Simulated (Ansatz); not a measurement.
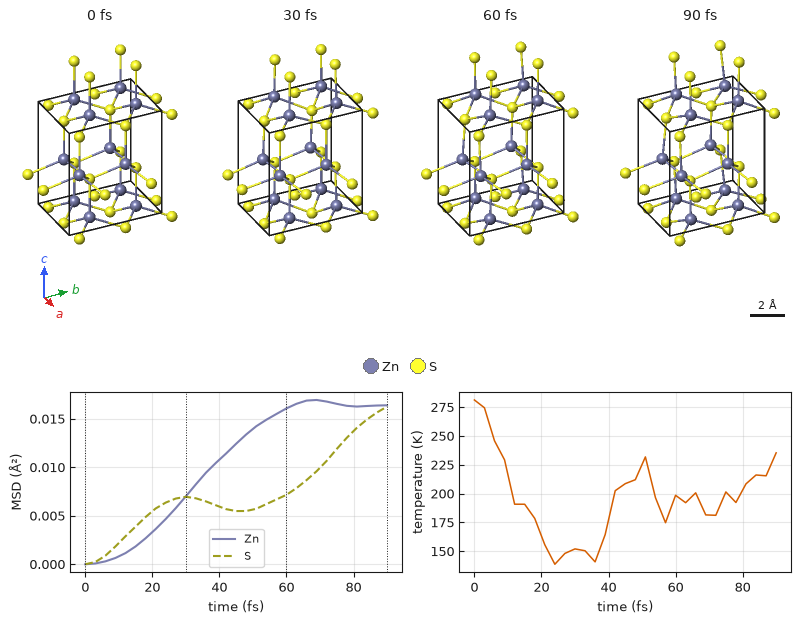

A Born-Oppenheimer molecular dynamics run of a 16-atom cell of ZnS (built on the wurtzite type), 90 fs long. Frames and the history of the run. The picture is a ball-and-stick view of the simulation cell, seen slightly off an axis. Bonds to atoms that aren't drawn are left out.

Method: DFT, PBE, plane waves, PAW in Ansatz 0.2.0. Settings: plane-wave cutoff 420 eV; k-point mesh 3 × 3 × 2; Fermi-Dirac smearing 0.026 eV; Langevin thermostat and barostat (NPT); set temperature 300 K; time step 3 fs.

### What do the frames and curves show?

Root-mean-square distances from the starting positions over the second half, with the common drift of all atoms taken out: Zn 0.13 Å, S 0.10 Å. The run lasts only 90 fs, too short to tell vibration from diffusion. Over the second half the temperature averages 203 K (spread ±17 K). That is still far from the set 300 K: the thermostat hasn't settled it within this run. The potential energy is still drifting at the end, so the run hasn't reached equilibrium. The potential energy in the second half lies on average 23.1 meV per atom above the first frame. The mean pressure there is −1.4 GPa. The volume ends +7.1 % from the start.
